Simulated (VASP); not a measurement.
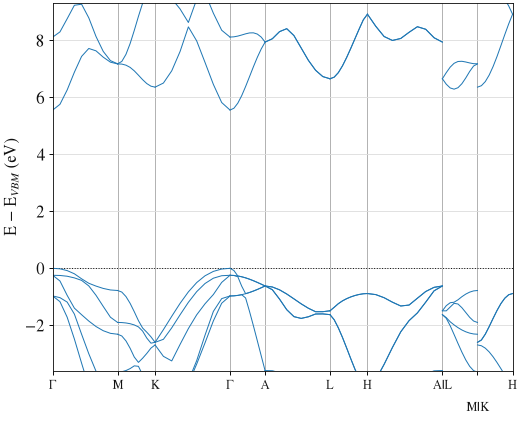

Band structure. Energies are counted from the top of the valence band.

> Which Bravais lattice do the labels of the path belong to?

A hexagonal (primitive) lattice: the path Γ–M–K–Γ–A–L–H–A|L–M|K–H runs through the special points of its Brillouin zone.

Calculation on wurtzite AlN, space group P6_3mc (No. 186), 4 atoms in the cell; a = 3.113 Å, c = 4.982 Å (hexagonal axes).

Computed with VASP: HSE06, VASP PAW PBE potentials, release 64 (Al, N), no spin polarisation, no spin-orbit coupling, 6×6×4 k mesh, 520 eV cutoff.

> Read off the fundamental gap and say whether it is direct.

The bands leave a gap. The gap along this path is 5.56 eV and direct: both edges lie at Γ.

> What are the direct gaps at K, H and Γ?

The direct gaps are 8.96 eV at K, 9.81 eV at H and 5.56 eV at Γ.

> How much do the top valence band and the lowest conduction band disperse along the path?

The top valence band spans 2.6 eV and the lowest conduction band 3.4 eV.

> How many bands meet at the valence-band top?

The top valence level at Γ is a single band, not degenerate (spin aside).

The PAW data sets were made with another functional. The cell was derived from a database entry in an earlier step, so it needn't be the measured one.
